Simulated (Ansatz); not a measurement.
**CdTe: density, localisation and related maps**

Input

```
crystal:
  lattice:
    - [0.0188925545, 3.2824478948, 3.2824478948]
    - [3.2824478948, 0.0188925545, 3.2824478948]
    - [3.2824478948, 3.2824478948, 0.0188925545]
  atoms:
    - { symbol: Cd, position: [0.0005719594, 0.0005719594, 0.0005719594] }
    - { symbol: Te, position: [0.2494280406, 0.2494280406, 0.2494280406] }
kpoints:
  mp_grid: { grid: [4, 4, 4] }
  band_path:
    path:
      - [0.0, 0.0, 0.0]
      - [-0.5, -0.5, 0.0]
      - [-0.375, -0.375, 0.25]
      - [-0.375, 0.0, 0.375]
      - [0.0, 0.0, 0.5]
      - [-0.5, -0.25, 0.25]
    npoints: 1
hamiltonian:
  xc: hse06
scf:
  occupations: { method: fixed }
  n_extra_bands: 4
output:
  forces: true
  stress: true
  eigenvalues: true
  write_density: true
  write_potential: true
  elf: true
  volumetric_format: npy
```

Run with:

```sh
ansatz run input.yaml --threads 4 --pin off --max-ram 4608MiB --backend cpu --events-out ev --progress --plain --runs-dir out
```

Below, planes, directions and counts refer to the conventional cell (a = 4.62 Å, b = 4.62 Å, c = 11.40 Å, α = 90.00°, β = 90.00°, γ = 120.00°).

Space group R3m; started from the zincblende prototype, which need not be the ambient phase; changed on purpose from its base cell (epitaxial 111 strain -0.5%).

All numbers below come from DFT, HSE06, plane waves, PAW (Ansatz).

The density is the valence pseudo-density of a PAW calculation; it isn't the true density close to the nuclei.

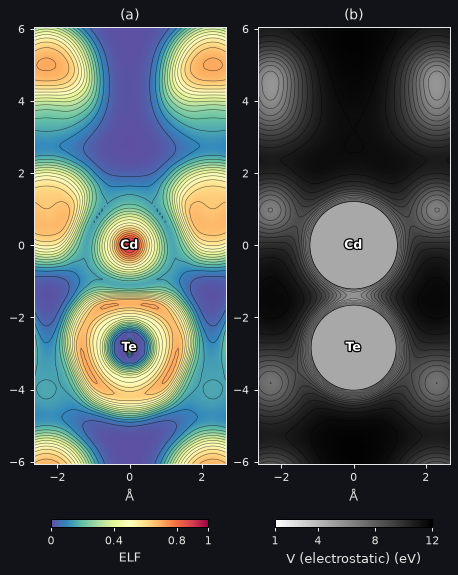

Figure 1. (a) ELF; (b) electrostatic potential (local pseudopotential plus Hartree) felt by an electron on the (010) plane of the conventional cell. Grey discs cover the atomic cores in the potential map.

### What do the fields say about this system?

Atoms in the plane: Cd and Te.
Cd–Te (2.84 Å): the ELF peaks at about 0.70 in the valence shell of Te, 1.2 Å from its nucleus, and is about 0.50 at the midpoint.
The features right at Cd lie inside the PAW spheres, where the map follows smoothed inner orbitals and isn't to be read closely.
Outside the cores the potential energy rises away from the atoms and is highest about 2.8 Å from the nearest atoms; its zero is arbitrary.

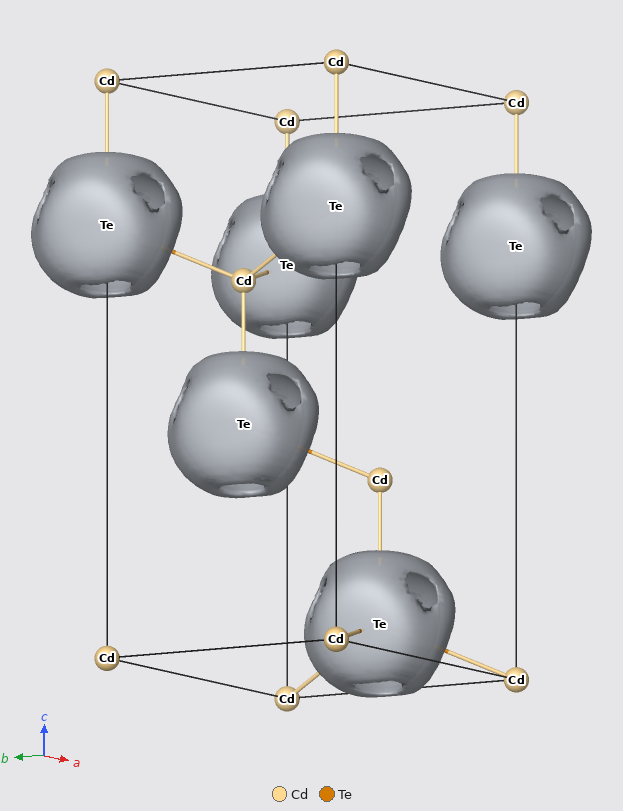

Figure 2. Isosurface of the electron localisation function at 0.65 (grey), seen at an oblique angle. Core shells and regions of very low density are left out. Sticks mark near contacts.

### Where are the electrons localised?

The ELF exceeds this value in three regions wrapped around Te (the valence shell of each), counted in one cell of 6 atoms. Regions shared between cells count once.


Cd–Te (2.83 Å): the ELF peaks at about 0.70 in the valence shell of Te, 1.2 Å from its nucleus, and is about 0.50 at the midpoint.

### Does the calculation make it a metal, or give it a gap?

It is gapped, with a Kohn–Sham gap of 1.5 eV on the k-point mesh, an upper bound to the gap of this method.
